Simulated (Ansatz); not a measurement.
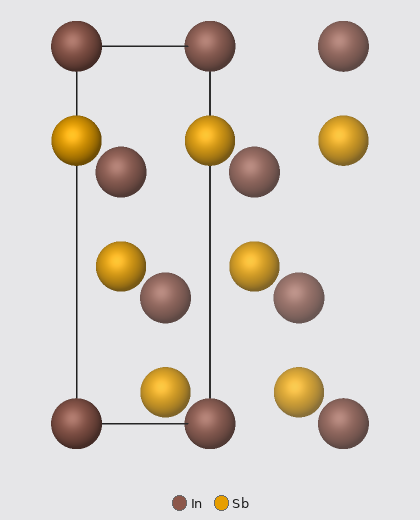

The picture looks along a close-packed row of the hexagonal mesh; [111] points upwards. Every atom sits on one of the three columns of the mesh; call them A, B, C in the order in which they first turn up. The box is the hexagonal cell of the face-centred cubic lattice. The sequence starts with the first layer at or above the cell's origin.

The compound is InSb, taken as the geometry relaxed with DFT PBE, scalar-relativistic, plane waves, PAW in Ansatz 0.2.0.

Read off the stacking sequence over one period.

In(A) – Sb(B) – In(B) – Sb(C) – In(C) – Sb(A) (six layers in 11.49 Å).

How are the Sb layers alone stacked?

Sb layers alone: BCA, the cubic close-packed type.

Which positions between or in the Sb layers do the other atoms fill?

In: three tetrahedral sites (per hexagonal cell).

What short polytype symbol fits?

Polytype symbol 3C, the symbol of a tetrahedral polytype (number of double layers in the repeat and lattice).
